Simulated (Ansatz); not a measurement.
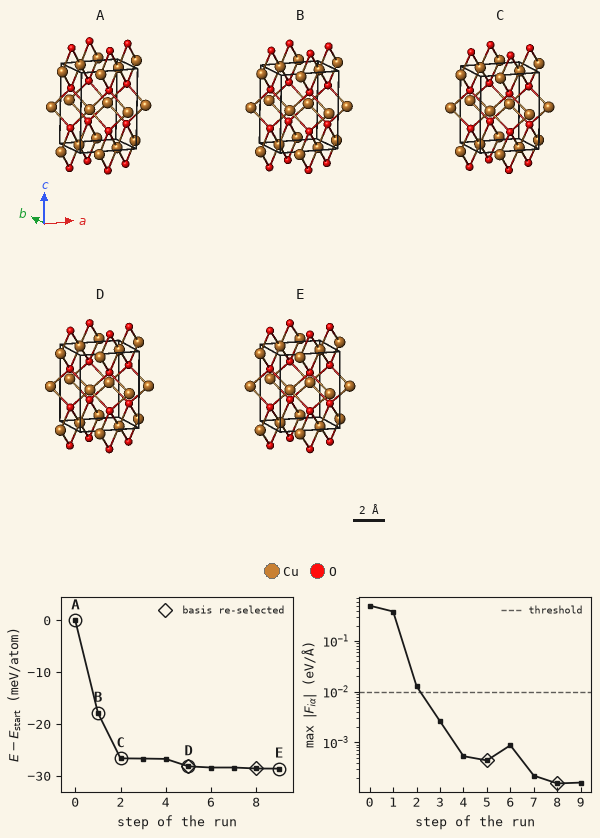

Frames of a relaxation of crystalline CuO (set up in P1), marked on the history of the run. Style: ball-and-stick. Shown: the cell of the calculation, slightly off an axis.

Case: cell sheared at random, sigma 0.06, atoms nudged by 0.01 Å; relaxed back.

Theory: DFT PBE, scalar-relativistic, plane waves, PAW (Ansatz 0.2.0).

Input file:
```yaml
crystal:
  lattice:
    - [3.8978877304, 0.0155032269, -0.0479606686]
    - [-0.0155463584, -4.2326275694, 0.114276141]
    - [0.0593276211, 0.1409680518, -5.4108185406]
  atoms:
    - { symbol: Cu, position: [0.7488058893, 0.2469561697, 0.9977076896] }
    - { symbol: Cu, position: [0.2535742188, 0.7556025287, 0.9976890304] }
    - { symbol: Cu, position: [0.7501057863, 0.7485689719, 0.4982617303] }
    - { symbol: Cu, position: [0.2482106572, 0.2494973366, 0.499915569] }
    - { symbol: O, position: [0.4988172485, -0.0029292714, 0.7548277524] }
    - { symbol: O, position: [-0.0009793551, 0.5009613046, 0.7507046189] }
    - { symbol: O, position: [0.5017505902, 0.0022391388, 0.2491472207] }
    - { symbol: O, position: [-0.0002850352, 0.4991038212, 0.2517463888] }
basis:
  ecutwfc: 420
kpoints:
  mp_grid: { grid: [8, 8, 8] }
hamiltonian:
  xc: pbe
scf:
  occupations: { method: gaussian, width: 0.15 }
output:
  forces: true
  stress: true
  eigenvalues: true
relax:
  adjacent_minimum: "off"
  f_tol: 0.01
  max_steps: 80
  cell: { stress_tol: 0.1 }
```

Command:
```bash
ansatz run input.yaml --threads 2 --pin off --max-ram 5120MiB --backend cpu --events-out ev --progress --plain --runs-dir out
```

### Describe the path.

The run was cut off at its time limit before the program reported convergence, but its last step already meets the force threshold: the largest component is 0.00016 eV/Å against 0.01 eV/Å. The pressure is within 0.01 GPa of its target. Cu2 moves most relative to the cell: 0.030 Å along [−2 −3 1]. Largest moves by element: Cu 0.030 Å, O 0.028 Å. The volume changes by +0.4 %, with a 3.898 → 4.159 Å (+6.7 %), b 4.234 → 4.180 Å (−1.3 %), c 5.413 → 5.152 Å (−4.8 %), α 93.0° → 90.0°, β 88.7° → 90.0°, γ 90.5° → 90.0°. Among the contacts that change: Cu4–O5 2.058 → 1.958 Å, Cu2–O8 2.032 → 1.958 Å, Cu4–O8 2.022 → 1.958 Å, Cu3–O8 1.910 → 1.958 Å. Bond angles that change, for instance: Cu1–O7–Cu3 122.5° → 115.9°, Cu2–O5–Cu4 122.1° → 115.9°, Cu1–O7–Cu2 92.2° → 97.7°. Within 0.06 Å the space group is P-1 at the start and P4_2/mmc at the end; at a tighter tolerance small leftover displacements or strains of the cell lower it. The energy falls by 28.6 meV per atom in 7 accepted moves (9 points after the start). Largest force component: 0.5 eV/Å at the start, 0.00016 eV/Å at the end. Pressure: −2.14 GPa at the start and 0.00 GPa at the end. The SCF was repeated twice at an unchanged geometry on a basis and grid sized afresh for the cell, which shifted the energy by 1.4 meV per atom at most. The run took 17 min on 2 threads of Arm Neoverse V1 (shared host), peak memory 1.1 GiB. From step 0 to 1: volume +0.8 %, energy −17.8 meV per atom. From step 1 to 2: O5 moves most (0.03 Å), volume −1.3 %, energy −8.8 meV per atom. From step 2 to 5: O atoms move most (0.02 Å), volume +0.7 %, energy −1.5 meV per atom. From step 5 to 9: volume +0.3 %, energy −0.4 meV per atom.

| step | E − E(0), meV/atom | largest force component, eV/Å | pressure, GPa | volume, Å³/atom | note |
| --- | --- | --- | --- | --- | --- |
| 0 | 0.00 | 0.4996 | -2.14 | 11.149 |  |
| 1 | -17.82 | 0.3825 | -1.56 | 11.234 |  |
| 2 | -26.59 | 0.0128 | 1.04 | 11.084 |  |
| 3 | -26.63 | 0.0026 | -0.17 | 11.178 |  |
| 4 | -26.70 | 0.0005 | 0.00 | 11.165 |  |
| 5 | -28.14 | 0.0004 | 0.20 | 11.165 | same geometry, new basis |
| 6 | -28.36 | 0.0009 | 0.07 | 11.188 |  |
| 7 | -28.36 | 0.0002 | 0.00 | 11.195 |  |
| 8 | -28.55 | 0.0002 | 0.01 | 11.195 | same geometry, new basis |
| 9 | -28.58 | 0.0002 | 0.00 | 11.197 |  |
